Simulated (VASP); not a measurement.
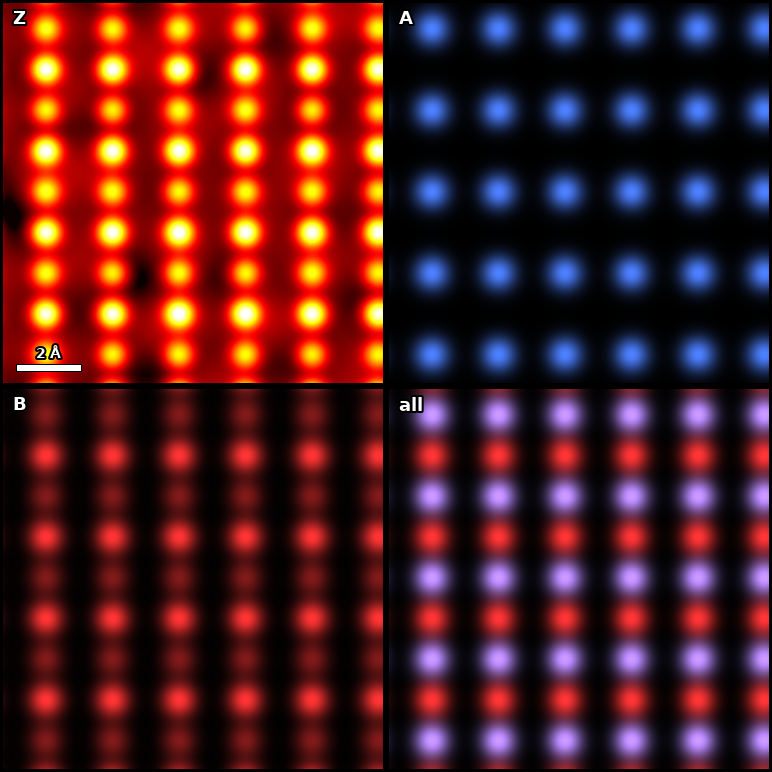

AlCu3 (Pm-3m, No. 221) along [211]. Panel Z: Simulation: incoherent imaging, intensity Z^1.7 per atom, probe width 0.71 Å, thin sample. The display is stretched by a gamma of 0.65; percentages refer to the linear signal. The speckle of an amorphous layer was added. The other panels are simulated element maps (the number of atoms of one element along the beam, blurred by 0.9 Å; each on its own scale, no channelling); the last overlays them. Atomic positions: a cell listed in the Materials Project, as set up for an electronic-structure calculation.

```
CELL_PARAMETERS angstrom
3.63738 0.00000 0.00000
0.00000 3.63738 0.00000
0.00000 0.00000 3.63738
ATOMIC_POSITIONS crystal
Cu 0.00000 0.50000 0.50000
Cu 0.50000 0.00000 0.50000
Cu 0.50000 0.50000 0.00000
Al 0.00000 0.00000 0.00000
```

> Which element does each lettered map show?

A: Al, B: Cu. The projected cell (2.10 × 2.57 Å, 90°) holds 2 columns: 1 of Cu + Al and 1 of Cu. Columns shared by several elements: Cu + Al.
